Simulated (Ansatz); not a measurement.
Geometry relaxation, with input and output: Hf8O17 (charge −2) (part 1 of 4)

System: Hf8O17 (defect cell, 25 atoms in the cell, total charge −2).
Method: DFT PBE, scalar-relativistic, plane waves, PAW, no spin polarisation (Ansatz 0.2.0).

The structure derives from a Materials Project entry. It belongs to a series of runs on one base structure; here: O_i, charge -2, atoms relaxed at the host's cell.

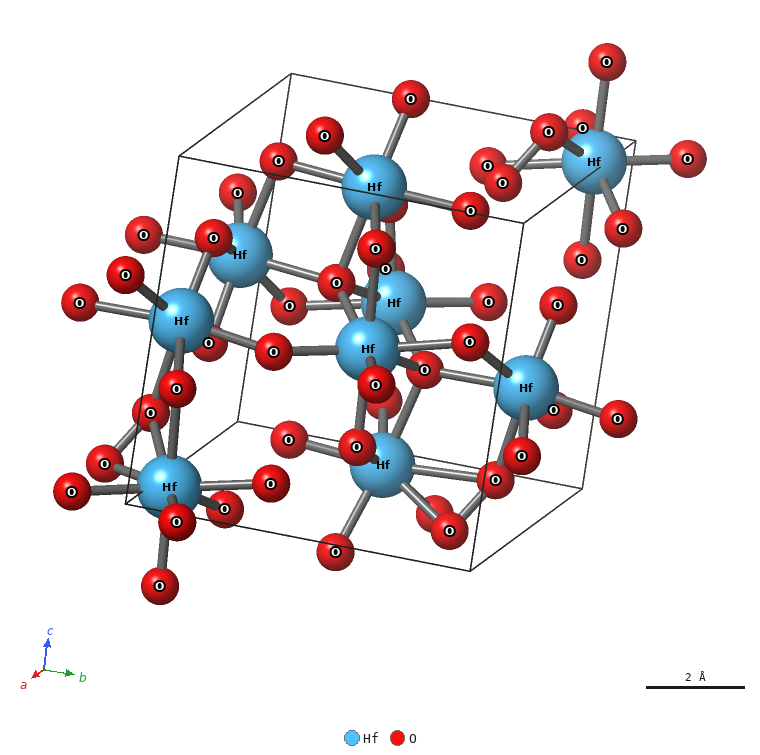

The structure as given in the input (ball-and-stick view of the cell of the calculation, seen slightly off an axis; bonded neighbours outside the cell are drawn too).

### Results in brief

- outcome: converged
- electrons treated: 312
- free energy: −135426.1412 eV
- Fermi energy: 16.444 eV
- gap on the k-point mesh: 3.81 eV
- final volume: 283.84 Å³
- largest force (length of the vector) at the end: 0.011 eV/Å
- hardware: 8 threads of Arm Neoverse V2, 24 GiB of memory available, shared host
- wall time: 93 s (CPU time 12 min)
- peak memory: 1.4 GiB

### Notes

Spin–orbit coupling is left out, which matters for Hf.

### Input
```yaml
crystal:
  lattice:
    - [-4.2678164926, 0.0, -5.2715617563]
    - [5.1609167906, 5.2121152801, -0.0053389574]
    - [5.1609167906, -5.2121152801, -0.0053389574]
  atoms:
    - { symbol: Hf, position: [0.2931889847, 0.0166573368, 0.5510098022] }
    - { symbol: Hf, position: [0.2879775449, 0.5077395879, 0.0413410656] }
    - { symbol: Hf, position: [0.2081932266, 0.4461237875, 0.4770597535] }
    - { symbol: Hf, position: [0.1956029146, 0.9464740679, 0.975734521] }
    - { symbol: Hf, position: [0.7047866571, 0.4808905448, 0.9333711236] }
    - { symbol: Hf, position: [0.720502192, 0.999924668, 0.4604731616] }
    - { symbol: Hf, position: [0.8020077514, 0.0613633593, 0.0127647918] }
    - { symbol: Hf, position: [0.7920589559, 0.5572190835, 0.503020354] }
    - { symbol: O, position: [0.0142098526, 0.1002039604, 0.3536599488] }
    - { symbol: O, position: [0.0142955081, 0.5996720978, 0.8530230758] }
    - { symbol: O, position: [0.4831114008, 0.1379695598, 0.8889703741] }
    - { symbol: O, position: [0.4825003438, 0.6404586725, 0.3864483863] }
    - { symbol: O, position: [0.9809936707, 0.3964579713, 0.1308189482] }
    - { symbol: O, position: [0.9814240353, 0.8960120728, 0.6333155823] }
    - { symbol: O, position: [0.5218081977, 0.3646211289, 0.5925316779] }
    - { symbol: O, position: [0.5008744004, 0.8924696248, 0.122652348] }
    - { symbol: O, position: [0.6646382013, 0.0392991406, 0.692280608] }
    - { symbol: O, position: [0.6525221832, 0.5310348509, 0.1838997565] }
    - { symbol: O, position: [0.8525369725, 0.8034734008, 0.9630600062] }
    - { symbol: O, position: [0.8454508043, 0.3083892674, 0.4605537756] }
    - { symbol: O, position: [0.3230755659, 0.423102625, 0.7829398224] }
    - { symbol: O, position: [0.3513617817, 0.9838165774, 0.3062416427] }
    - { symbol: O, position: [0.1517427647, 0.6975019368, 0.5139555694] }
    - { symbol: O, position: [0.1528531046, 0.1967442016, 0.0219872952] }
    - { symbol: O, position: [0.4848710839, 0.780345702, 0.9515518216] }
  host:
    lattice:
      - [5.1609167906, 0.0, -0.0053389574]
      - [0.0, 5.2121152801, 0.0]
      - [-0.893100298, 0.0, 5.2769007137]
    atoms:
      - { symbol: Hf, position: [0.2757342958, 0.4570632201, 0.7083729883] }
      - { symbol: Hf, position: [0.7242657042, 0.9570632201, 0.7916270117] }
      - { symbol: Hf, position: [0.7242657042, 0.5429367799, 0.2916270117] }
      - { symbol: Hf, position: [0.2757342958, 0.0429367799, 0.2083729883] }
      - { symbol: O, position: [0.4491832205, 0.7427866293, 0.9766468669] }
      - { symbol: O, position: [0.5508167795, 0.2427866293, 0.5233531331] }
      - { symbol: O, position: [0.5508167795, 0.2572133707, 0.0233531331] }
      - { symbol: O, position: [0.4491832205, 0.7572133707, 0.4766468669] }
      - { symbol: O, position: [0.0671205966, 0.3286479047, 0.3484179339] }
      - { symbol: O, position: [0.9328794034, 0.8286479047, 0.1515820661] }
      - { symbol: O, position: [0.9328794034, 0.6713520953, 0.6515820661] }
      - { symbol: O, position: [0.0671205966, 0.1713520953, 0.8484179339] }
total_charge: -2
basis:
  ecutwfc: 420
  xc_grid: 2
kpoints:
  mp_grid: { grid: [2, 2, 2], shift: [0.5, 0.5, 0.5] }
hamiltonian:
  xc: pbe
scf:
  occupations: { method: gaussian, width: 0.02 }
output:
  forces: true
  stress: false
  eigenvalues: true
  charged_corrections:
    defect_position: [0.45833333, 0.8125, 0.8125]
    epsilon: [[21.7109, 0.0, 1.5798], [0.0, 19.8712, 0.0], [1.5798, 0.0, 16.4012]]
relax:
  adjacent_minimum: "off"
  f_tol: 0.03
  max_steps: 40
```

Launched with:
```bash
ansatz run input.yaml --threads 8 --pin off --max-ram 16384MiB --backend cpu --events-out ev --progress --plain --runs-dir out
```

### What the program printed
```
Engine: ansatz 0.2.0, aarch64-unknown-linux-gnu
Pseudopotentials: kind: paw
Pseudopotential: Hf, paw, valence charge 26, recommended cutoff 420 eV (normal), Hf.paw.azcp
Pseudopotential: O, paw, valence charge 6, recommended cutoff 420 eV (normal), O.paw.azcp
Functional definition: PBE
  parameter kappa = 0.804
  parameter beta = 0.06672455060314922
  exchange = pbe_x(kappa = kappa, mu = beta*pi^2/3)
  correlation = pbe_c(beta = beta)
Crystal: 25 atoms, lattice volume = 283.840 Å³
Basis set: ecut = 420 eV, 5549 PW (Γ), exchange–correlation on 96×100×100 points (8 copies of the dense FFT grid, shifted against one another)
Bands: 188, of which v1, the nominal top of the filled ones, is band 156 counted from 1 (155 counted from 0)
Symmetry: 1 space group operations
Space group: P1 (ITA 1), of the structure as read, at distance tolerance 6.6e-5 Å
k-points: 4 of 8 (time reversal used)
Non-local potential: Hf, projectors of the file, l = 0: 3, l = 1: 2, l = 2: 2, l = 3: 3
Non-local potential: O, projectors of the file, l = 0: 2, l = 1: 2, l = 2: 1
PAW form: soft (Blöchl's): semilocal exchange-correlation on the pseudo side does not see the compensation charge
PAW one-centre angular grid: Hf, 590 points (default); XC on 64 Gauss nodes
PAW one-centre angular grid: O, 110 points (default); XC on 64 Gauss nodes
Initial density: superposition of atomic densities (neutral atoms scaled as one to the charged cell's electrons: chi_scale 0, normalization atom), corrected by the library's trained network
Initial wavefunctions: pseudopotential atomic-orbital guess
Functional: x = pbe(κ = 0.804, μ = 0.2195149727645171), c = pbe(β = 0.06672455060314922)
SCF iter   1: F=—  HF=-135420.049299 eV  |F-HF|=—  |Δ(HF+E_count)|=         —  Δρ=3.68e-2  dr2=3.74e0  ethr=1.77e-3  ⟨swp⟩=6.0  Hψ=2360  notcnv=0  defer=78
preconditioner: auto → Resta (q_TF=auto, 2.772 Å⁻¹)  ε∞=5.7  [insulator: Δε(μ)=0.115 eV  Ē_g=17.583 eV  σ=0.020 eV  W_gap=1.00  n_scr=108 (ndim 8)  ℏωp=37.9 eV  f_vac=0.071  D(μ)=0.01/eV (n_scr^D=0)  ε∞_Penn≈5.7]
SCF iter   2: F=—  HF=-135419.437666 eV  |F-HF|=—  |Δ(HF+E_count)|=   6.12e-1  Δρ=2.39e-2  dr2=1.79e0  ethr=1.20e-3  ⟨swp⟩=2.0  Hψ=1331  notcnv=0  defer=97
SCF iter   3: F=—  HF=-135419.031762 eV  |F-HF|=—  |Δ(HF+E_count)|=   4.06e-1  Δρ=8.90e-3  dr2=2.31e-1  ethr=5.75e-4  ⟨swp⟩=2.2  Hψ=1354  notcnv=0  defer=97
SCF iter   4: F=—  HF=-135418.970106 eV  |F-HF|=—  |Δ(HF+E_count)|=   6.17e-2  Δρ=7.56e-3  dr2=1.96e-1  ethr=7.41e-5  ⟨swp⟩=2.2  Hψ=1356  notcnv=0  defer=103
SCF iter   5: F=—  HF=-135418.976353 eV  |F-HF|=—  |Δ(HF+E_count)|=   6.25e-3  Δρ=5.33e-3  dr2=1.07e-1  ethr=6.29e-5  ⟨swp⟩=2.2  Hψ=1285  notcnv=0  defer=103
SCF iter   6: F=—  HF=-135418.973866 eV  |F-HF|=—  |Δ(HF+E_count)|=   2.49e-3  Δρ=3.24e-3  dr2=3.37e-2  ethr=3.42e-5  ⟨swp⟩=2.0  Hψ=1264  notcnv=0  defer=103
SCF iter   7: F=—  HF=-135418.968535 eV  |F-HF|=—  |Δ(HF+E_count)|=   5.33e-3  Δρ=2.18e-3  dr2=1.77e-2  ethr=1.08e-5  ⟨swp⟩=2.0  Hψ=1077  notcnv=0  defer=103
SCF iter   8: F=—  HF=-135418.967049 eV  |F-HF|=—  |Δ(HF+E_count)|=   1.49e-3  Δρ=4.08e-4  dr2=6.77e-4  ethr=5.66e-6  ⟨swp⟩=2.0  Hψ=830  notcnv=0  defer=103
SCF iter   9: F=—  HF=-135418.967109 eV  |F-HF|=—  |Δ(HF+E_count)|=   5.95e-5  Δρ=1.91e-4  dr2=2.11e-4  ethr=2.17e-7  ⟨swp⟩=2.0  Hψ=1258  notcnv=0  defer=103
SCF iter  10: F=—  HF=-135418.967079 eV  |F-HF|=—  |Δ(HF+E_count)|=   2.97e-5  Δρ=1.30e-4  dr2=6.99e-5  ethr=6.76e-8  ⟨swp⟩=2.0  Hψ=1173  notcnv=0  defer=103
SCF iter  11: F=-135418.967084 eV  HF=-135418.967087 eV  |F-HF|=3.01e-6  |Δ(HF+E_count)|=   7.67e-6  Δρ=4.20e-5  dr2=4.77e-6  ethr=7.21e-9  ⟨swp⟩=8.5  Hψ=3287  notcnv=0
SCF 1 converged in 11 iterations: F = -135418.967084 eV  dr2 = 4.77e-6
  greatest PAW one-centre occupation: 0.999 electrons in one spin orbital (limit 2), on the Hf atom at site 7 (counted from 0), in its partial waves of l = 0
relax step   1: F+E_penalty+E_count = -135418.96708375 eV  Δ(F+E_penalty+E_count) = +0.000e0 eV  max|allowed force component| = 3.542e0 eV/Å  Δτ_max = 0.0000 Å  (11 SCF iters, dr2 threshold 2.25e-5 eV, accepted)
Initial density: handed on by an earlier stage of this run
Initial wavefunctions: those handed on with the density
iter 1 solved again at ethr=2.05e-3 eV; its pass at ethr=3.10e-3 eV (dr2=6.38e0 eV) is discarded
SCF iter   1: F=—  HF=-135419.708375 eV  |F-HF|=—  |Δ(HF+E_count)|=         —  Δρ=4.19e-2  dr2=6.41e0  ethr=2.05e-3  ⟨swp⟩=1.0  Hψ=2118  notcnv=0  defer=98
preconditioner: auto → Resta (q_TF=auto, 2.772 Å⁻¹)  ε∞=5.5  [insulator: Δε(μ)=0.238 eV  Ē_g=17.951 eV  σ=0.020 eV  W_gap=1.00  n_scr=108 (ndim 8)  ℏωp=37.9 eV  f_vac=0.059  D(μ)=0.00/eV (n_scr^D=0)  ε∞_Penn≈5.5]
SCF iter   2: F=—  HF=-135420.566299 eV  |F-HF|=—  |Δ(HF+E_count)|=   8.58e-1  Δρ=4.43e-2  dr2=6.18e0  ethr=2.05e-3  ⟨swp⟩=3.0  Hψ=2051  notcnv=0  defer=105
SCF iter   3: F=—  HF=-135419.583409 eV  |F-HF|=—  |Δ(HF+E_count)|=   9.83e-1  Δρ=2.43e-2  dr2=1.83e0  ethr=1.98e-3  ⟨swp⟩=2.0  Hψ=1322  notcnv=0  defer=105
SCF iter   4: F=—  HF=-135419.436708 eV  |F-HF|=—  |Δ(HF+E_count)|=   1.47e-1  Δρ=2.17e-2  dr2=1.83e0  ethr=5.86e-4  ⟨swp⟩=2.0  Hψ=1390  notcnv=0  defer=102
SCF iter   5: F=—  HF=-135419.376348 eV  |F-HF|=—  |Δ(HF+E_count)|=   6.04e-2  Δρ=1.06e-2  dr2=4.34e-1  ethr=5.86e-4  ⟨swp⟩=1.0  Hψ=650  notcnv=0  defer=102
SCF iter   6: F=—  HF=-135419.361036 eV  |F-HF|=—  |Δ(HF+E_count)|=   1.53e-2  Δρ=3.56e-3  dr2=4.52e-2  ethr=1.39e-4  ⟨swp⟩=2.0  Hψ=672  notcnv=0  defer=102
SCF iter   7: F=—  HF=-135419.359230 eV  |F-HF|=—  |Δ(HF+E_count)|=   1.81e-3  Δρ=7.69e-4  dr2=2.79e-3  ethr=1.45e-5  ⟨swp⟩=1.8  Hψ=757  notcnv=0  defer=102
SCF iter   8: F=—  HF=-135419.359112 eV  |F-HF|=—  |Δ(HF+E_count)|=   1.18e-4  Δρ=1.60e-4  dr2=9.24e-5  ethr=8.95e-7  ⟨swp⟩=2.0  Hψ=882  notcnv=0  defer=102
SCF iter   9: F=—  HF=-135419.359101 eV  |F-HF|=—  |Δ(HF+E_count)|=   1.15e-5  Δρ=2.87e-4  dr2=3.66e-4  ethr=2.96e-8  ⟨swp⟩=12.0  Hψ=3331  notcnv=0
SCF iter  10: F=—  HF=-135419.359090 eV  |F-HF|=—  |Δ(HF+E_count)|=   1.06e-5  Δρ=2.36e-4  dr2=2.12e-4  ethr=2.96e-8  ⟨swp⟩=2.0  Hψ=1082  notcnv=0
SCF iter  11: F=-135419.359061 eV  HF=-135419.359084 eV  |F-HF|=2.22e-5  |Δ(HF+E_count)|=   6.79e-6  Δρ=7.96e-5  dr2=2.50e-5  ethr=2.96e-8  ⟨swp⟩=5.0  Hψ=2556  notcnv=0
SCF 2 converged in 11 iterations: F = -135419.359061 eV  dr2 = 2.50e-5
  greatest PAW one-centre occupation: 0.999 electrons in one spin orbital (limit 2), on the Hf atom at site 0 (counted from 0), in its partial waves of l = 0
relax step   2: F+E_penalty+E_count = -135419.35906134 eV  Δ(F+E_penalty+E_count) = -3.920e-1 eV  max|allowed force component| = 4.689e0 eV/Å  Δτ_max = 0.0798 Å  (11 SCF iters, dr2 threshold 1.00e-4 eV, accepted)
[... from here on the SCF iterations and repeated set-up lines of each step are left out, up to the last step ...]
SCF 3 converged in 10 iterations: F = -135421.035281 eV  dr2 = 5.42e-6
relax step   3: F+E_penalty+E_count = -135421.03528113 eV  Δ(F+E_penalty+E_count) = -1.676e0 eV  max|allowed force component| = 4.901e0 eV/Å  Δτ_max = 0.1949 Å  (10 SCF iters, dr2 threshold 1.00e-4 eV, accepted)
SCF 4 converged in 7 iterations: F = -135422.270358 eV  dr2 = 6.85e-6
relax step   4: F+E_penalty+E_count = -135422.27035752 eV  Δ(F+E_penalty+E_count) = -1.235e0 eV  max|allowed force component| = 3.647e0 eV/Å  Δτ_max = 0.1960 Å  (7 SCF iters, dr2 threshold 1.00e-4 eV, accepted)
SCF 5 converged in 7 iterations: F = -135424.294956 eV  dr2 = 1.37e-5
relax step   5: F+E_penalty+E_count = -135424.29495575 eV  Δ(F+E_penalty+E_count) = -2.025e0 eV  max|allowed force component| = 1.357e0 eV/Å  Δτ_max = 0.2000 Å  (7 SCF iters, dr2 threshold 1.00e-4 eV, accepted)
SCF 6 converged in 7 iterations: F = -135425.042907 eV  dr2 = 4.97e-6
relax step   6: F+E_penalty+E_count = -135425.04290700 eV  Δ(F+E_penalty+E_count) = -7.480e-1 eV  max|allowed force component| = 9.190e-1 eV/Å  Δτ_max = 0.2000 Å  (7 SCF iters, dr2 threshold 1.00e-4 eV, accepted)
SCF 7 converged in 6 iterations: F = -135425.519825 eV  dr2 = 1.57e-5
relax step   7: F+E_penalty+E_count = -135425.51982477 eV  Δ(F+E_penalty+E_count) = -4.769e-1 eV  max|allowed force component| = 7.412e-1 eV/Å  Δτ_max = 0.2000 Å  (6 SCF iters, dr2 threshold 1.00e-4 eV, accepted)
SCF 8 converged in 6 iterations: F = -135425.865309 eV  dr2 = 2.02e-5
relax step   8: F+E_penalty+E_count = -135425.86530868 eV  Δ(F+E_penalty+E_count) = -3.455e-1 eV  max|allowed force component| = 2.672e-1 eV/Å  Δτ_max = 0.2000 Å  (6 SCF iters, dr2 threshold 1.00e-4 eV, accepted)
SCF 9 converged in 7 iterations: F = -135425.972777 eV  dr2 = 2.09e-6
relax step   9: F+E_penalty+E_count = -135425.97277670 eV  Δ(F+E_penalty+E_count) = -1.075e-1 eV  max|allowed force component| = 1.960e-1 eV/Å  Δτ_max = 0.2000 Å  (7 SCF iters, dr2 threshold 9.27e-6 eV, accepted)
SCF 10 converged in 7 iterations: F = -135426.047796 eV  dr2 = 1.09e-6
relax step  10: F+E_penalty+E_count = -135426.04779634 eV  Δ(F+E_penalty+E_count) = -7.502e-2 eV  max|allowed force component| = 1.338e-1 eV/Å  Δτ_max = 0.2000 Å  (7 SCF iters, dr2 threshold 4.99e-6 eV, accepted)
SCF 11 converged in 7 iterations: F = -135426.091436 eV  dr2 = 5.31e-6
relax step  11: F+E_penalty+E_count = -135426.09143606 eV  Δ(F+E_penalty+E_count) = -4.364e-2 eV  max|allowed force component| = 2.817e-1 eV/Å  Δτ_max = 0.2000 Å  (7 SCF iters, dr2 threshold 8.33e-6 eV, accepted)
SCF 12 converged in 6 iterations: F = -135425.998730 eV  dr2 = 1.95e-5
relax step  12: F+E_penalty+E_count = -135425.99873001 eV  Δ(F+E_penalty+E_count) = +9.271e-2 eV  max|allowed force component| = 8.978e-1 eV/Å  Δτ_max = 0.1718 Å  (6 SCF iters, dr2 threshold 3.70e-5 eV, rejected (line search))
SCF 13 converged in 9 iterations: F = -135426.125021 eV  dr2 = 5.15e-8
relax step  13: F+E_penalty+E_count = -135426.12502081 eV  Δ(F+E_penalty+E_count) = -3.358e-2 eV  max|allowed force component| = 8.433e-2 eV/Å  Δτ_max = 0.0859 Å  (9 SCF iters, accepted)
SCF 14 converged in 9 iterations: F = -135426.129145 eV  dr2 = 2.43e-8
relax step  14: F+E_penalty+E_count = -135426.12914480 eV  Δ(F+E_penalty+E_count) = -4.124e-3 eV  max|allowed force component| = 3.149e-1 eV/Å  Δτ_max = 0.0992 Å  (9 SCF iters, accepted)
SCF 15 converged in 5 iterations: F = -135426.140659 eV  dr2 = 4.67e-6
relax step  15: F+E_penalty+E_count = -135426.14065856 eV  Δ(F+E_penalty+E_count) = -1.151e-2 eV  max|allowed force component| = 4.125e-2 eV/Å  Δτ_max = 0.0405 Å  (5 SCF iters, dr2 threshold 8.89e-6 eV, accepted)
SCF iter   1: F=—  HF=-135426.141315 eV  |F-HF|=—  |Δ(HF+E_count)|=         —  Δρ=8.47e-4  dr2=7.27e-4  ethr=3.22e-6  ⟨swp⟩=2.0  Hψ=1426  notcnv=0  defer=98
preconditioner: auto → Resta (q_TF=auto, 2.772 Å⁻¹)  ε∞=5.4  [insulator: Δε(μ)=3.810 eV  Ē_g=17.987 eV  σ=0.020 eV  W_gap=1.00  n_scr=108 (ndim 8)  ℏωp=37.9 eV  f_vac=0.048  D(μ)=0.00/eV (n_scr^D=0)  ε∞_Penn≈5.4]
SCF iter   2: F=—  HF=-135426.141254 eV  |F-HF|=—  |Δ(HF+E_count)|=   6.10e-5  Δρ=4.49e-4  dr2=2.28e-4  ethr=2.33e-7  ⟨swp⟩=1.2  Hψ=869  notcnv=0  defer=98
SCF iter   3: F=—  HF=-135426.141278 eV  |F-HF|=—  |Δ(HF+E_count)|=   2.44e-5  Δρ=1.21e-4  dr2=3.46e-5  ethr=7.31e-8  ⟨swp⟩=2.0  Hψ=1127  notcnv=0  defer=98
SCF iter   4: F=—  HF=-135426.141163 eV  |F-HF|=—  |Δ(HF+E_count)|=   1.15e-4  Δρ=3.33e-5  dr2=2.77e-6  ethr=1.11e-8  ⟨swp⟩=2.0  Hψ=1139  notcnv=0  defer=98
SCF iter   5: F=—  HF=-135426.141163 eV  |F-HF|=—  |Δ(HF+E_count)|=   4.56e-7  Δρ=1.26e-5  dr2=3.94e-7  ethr=8.88e-10  ⟨swp⟩=2.0  Hψ=1150  notcnv=0  defer=98
SCF iter   6: F=-135426.141163 eV  HF=-135426.141163 eV  |F-HF|=4.25e-9  |Δ(HF+E_count)|=   1.46e-8  Δρ=5.07e-6  dr2=5.85e-8  ethr=3.21e-11  ⟨swp⟩=10.0  Hψ=3746  notcnv=0
SCF 16 converged in 6 iterations: F = -135426.141163 eV  dr2 = 5.85e-8
relax step  16: F+E_penalty+E_count = -135426.14116307 eV  Δ(F+E_penalty+E_count) = -5.045e-4 eV  max|allowed force component| = 1.040e-2 eV/Å  Δτ_max = 0.0128 Å  (6 SCF iters, accepted)
```

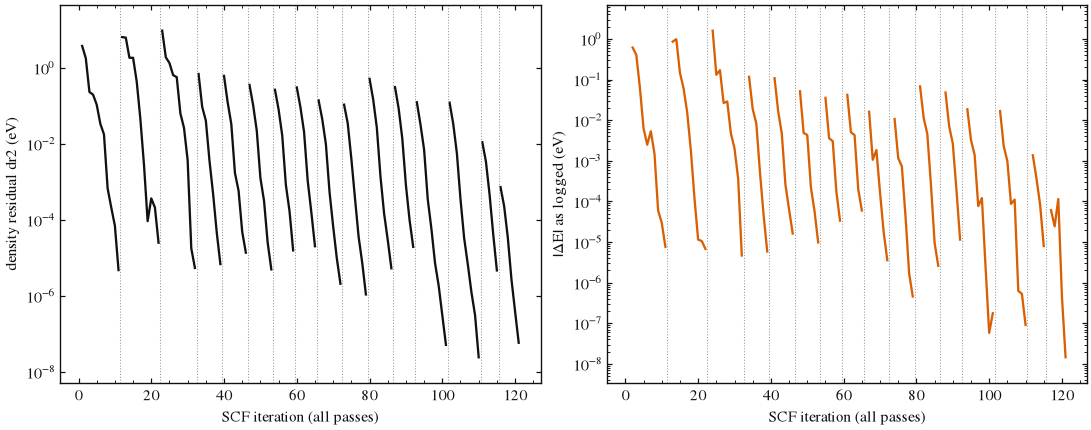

Convergence of the self-consistent field: density residual dr2 and size of the energy change against the SCF iteration. The dotted lines part the SCF passes of the relaxation: geometry steps, rejected trials and re-solves on a re-selected basis. The 16 passes take 5 to 11 iterations each, 121 in all.
